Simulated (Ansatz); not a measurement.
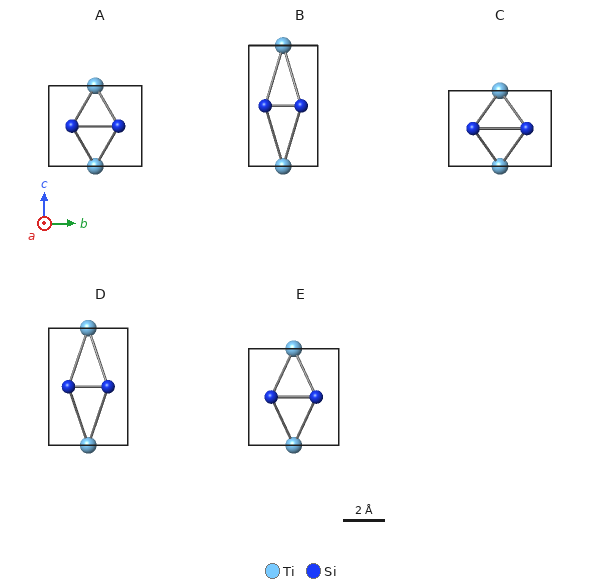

5 geometries from one relaxation of solid TiSi₂ (a generated structure, set up in Pmmm) (coarse preliminary run), in shuffled order. The picture is a ball-and-stick view of the cell of the calculation, seen along the a axis.

Computed with DFT PBE, scalar-relativistic, plane waves, PAW in Ansatz 0.2.0. (plane-wave cutoff 420 eV; k-point mesh 8 × 6 × 4; occupations gaussian; smearing width 0.1 eV; no spin polarisation; cell and atoms relaxed; force threshold 0.04 eV/Å; at most 70 steps)

### Put them in the order of the run, from the start to the converged end.

B, D, E, A, C. They are steps 0, 3, 7, 10, 20, at +4871 meV per atom, +2035 meV per atom, +602 meV per atom, +228 meV per atom relative to the last. After 17 accepted moves (20 points after the start) the energy has fallen by 4871 meV per atom. The largest force component goes from 13 to 0.002 eV/Å. Pressure: 114.71 GPa at the start and −0.01 GPa at the end. The SCF was repeated 3 times at an unchanged geometry on a basis and grid sized afresh for the cell, which shifted the energy by 145 meV per atom at most. The largest moves relative to the cell, 0.005 Å, are those of Si atoms. Ti stays in place. Cell: a 2.079 → 2.669 Å (+28.4 %), b 3.432 → 5.108 Å (+48.8 %), c 6.026 → 3.769 Å (−37.5 %). Volume +19.5 %. Some distances before and after: Si–Si 2.748 → 3.785 Å, Si–Si 2.646 → 3.605 Å, Si–Si 1.796 → 2.684 Å, Si–Si 1.636 → 2.424 Å. The space group stays Pmmm (No. 47).

Limits of the set-up: the k-point mesh is coarse for a cell with partly filled bands.
